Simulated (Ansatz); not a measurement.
## Rh: an electron-density study

Space group P6_3/mmc; the calculation finds a residual pressure of about −4 GPa at this fixed cell. This isn't the usual form at ambient conditions. The cell comes from a database of computed structures, not from a measurement.

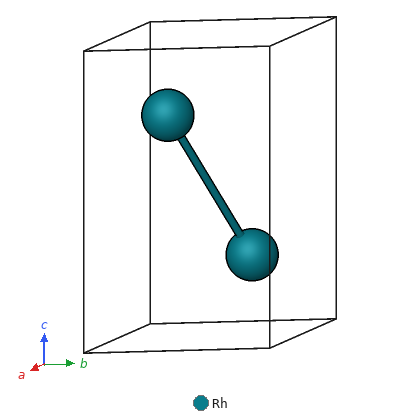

The conventional cell.

Input

```
crystal:
  lattice:
    - [2.7309790422, 0.0, 0.0]
    - [-1.3654895211, 2.3650972278, 0.0]
    - [0.0, 0.0, 4.428489]
  atoms:
    - { symbol: Rh, position: [0.66666667, 0.33333333, 0.75] }
    - { symbol: Rh, position: [0.33333333, 0.66666667, 0.25] }
basis:
  ecutwfc: 500
  fft_grid_basis: typed
kpoints:
  mp_grid: { grid: [15, 15, 8] }
hamiltonian:
  xc: pbe
  pseudopotentials: { kind: paw }
scf:
  occupations: { method: gaussian, width: 0.05 }
output:
  forces: true
  stress: true
  eigenvalues: true
  bader: true
  write_density: true
  volumetric_format: npy
  elf: true
```

Command:

```sh
ansatz run input.yaml --threads 2 --pin off --max-ram 4096MiB --backend cpu --events-out ev --progress --plain --runs-dir out
```

The picture shows the conventional cell (a = 2.73 Å, b = 2.73 Å, c = 4.43 Å, α = 90.00°, β = 90.00°, γ = 120.00°).

Computed with DFT PBE, scalar-relativistic, plane waves, PAW in Ansatz 0.2.0.

Core electrons are frozen (PAW), so the maps are meaningful between the atoms, not at the nuclei.

Part 1: Bonding charge

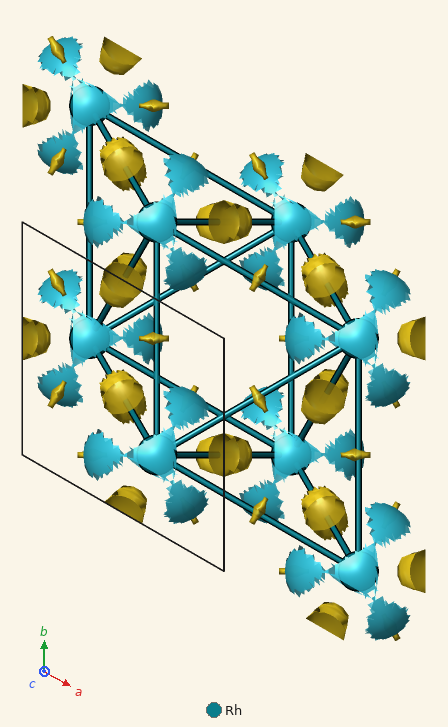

Bonding charge density, ρ(crystal) − Σ ρ(neutral atoms): yellow surfaces at +0.05 and cyan ones at −0.05 e/Å³, in the conventional cell, repeated, seen along the c axis (the regions close to the nuclei are left out). Cores are masked to 0.9 Å (Rh).

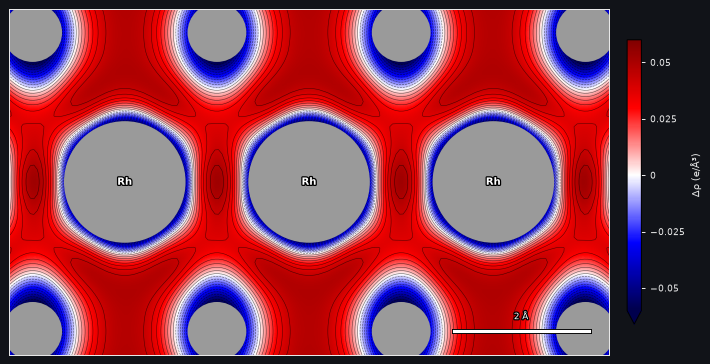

The same field as a map on the (010) plane of the conventional cell, with grey discs over the atomic cores.

Where does charge go when the atoms form this crystal?

Rh–Rh (2.72 Å): Δρ is +0.06 e/Å³ at the midpoint.
Over the whole cell, outside the masked cores, the largest gain, 0.06 e/Å³, lies 1.4 Å from a rhodium nucleus, and the largest loss lies at the edge of the masked core of Rh.
In all about 0.29 e an atom is rearranged against the free atoms.

Part 2: One group of states

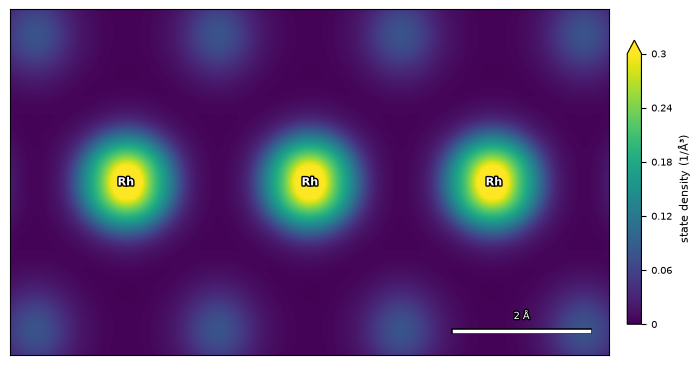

Density of the Kohn–Sham states from 0.0 to +1.2 eV about the Fermi level (the empty states just over the Fermi level), scaled to one electron a cell: a map on the (010) plane of the conventional cell.

Describe these states.

Löwdin projections on the PAW files' atomic orbitals give Rh 4d (95 %). It nearly vanishes midway along the shortest Rh–Rh contact.

Part 3: Change of volume

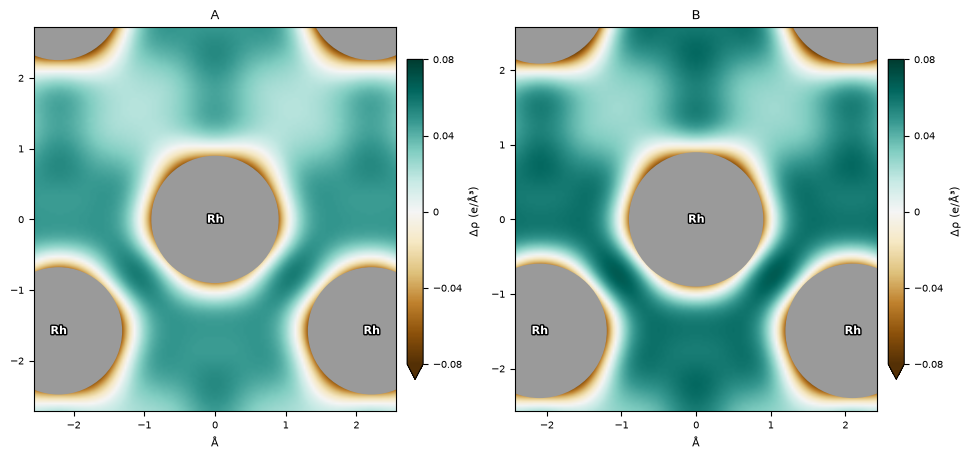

Rh: deformation density on the (110) plane of the conventional cell at two volumes, with the same fractional coordinates and one colour scale. Grey discs cover the cores.

How do the two volumes compare, and how does the bonding charge respond?

A is the larger cell: B has 85 % of the volume of A.
- From A to B, Rh–Rh goes from 2.72 to 2.57 Å, and Δρ at its midpoint from +0.06 to +0.07 e/Å³.
- The pressure is −4 GPa in A and 55 GPa in B.
- The rearranged charge is 0.29 e an atom in A and 0.30 e in B.

Part 4: Moving an atom

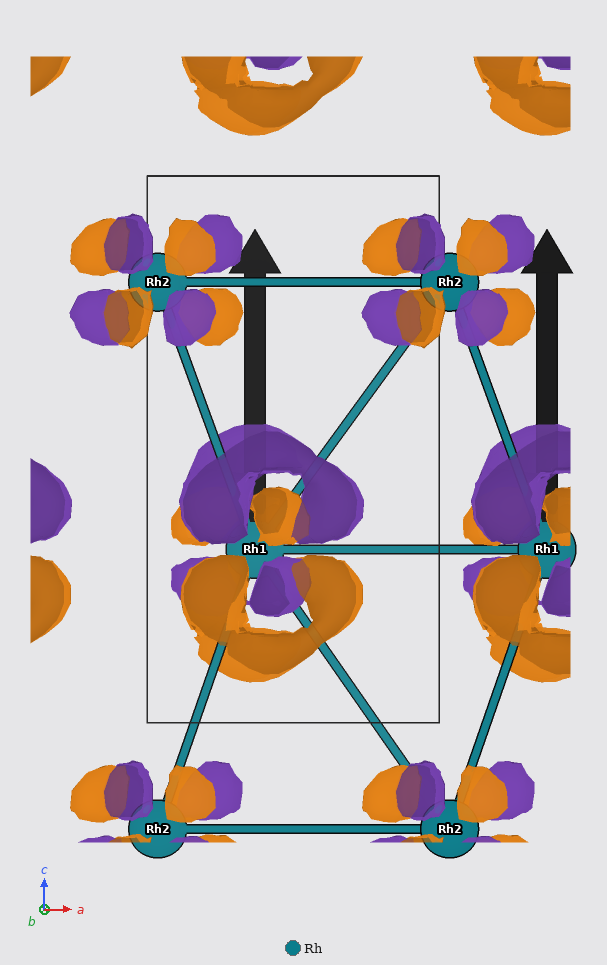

Rh1 was moved by 0.05 Å along [0 0 1] in the axes of the cell drawn (arrow, not to scale). Change of the density less the rigid motion of the neutral atom's own density: orange surfaces at +0.01 and purple ones at −0.01 e/Å³, in the cell of the calculation (origin moved) seen along the b axis.

How do the electrons respond beyond following the atom?

About 0.05 e is rearranged in the cell. Outside the cores the largest gain lies at the edge of the masked core of Rh, and the largest loss lies there too, on other sides.

How much does the computed force on the atom change?

The force on it changes by 0.45 eV/Å along the move, against it: a stiffness of about 9 eV/Å² for this sublattice shift.

Part 5: Putting it together

The two pressures give a mean stiffness −ΔP/Δln V of about 361 GPa over this range, with the atoms held at their fractional positions.
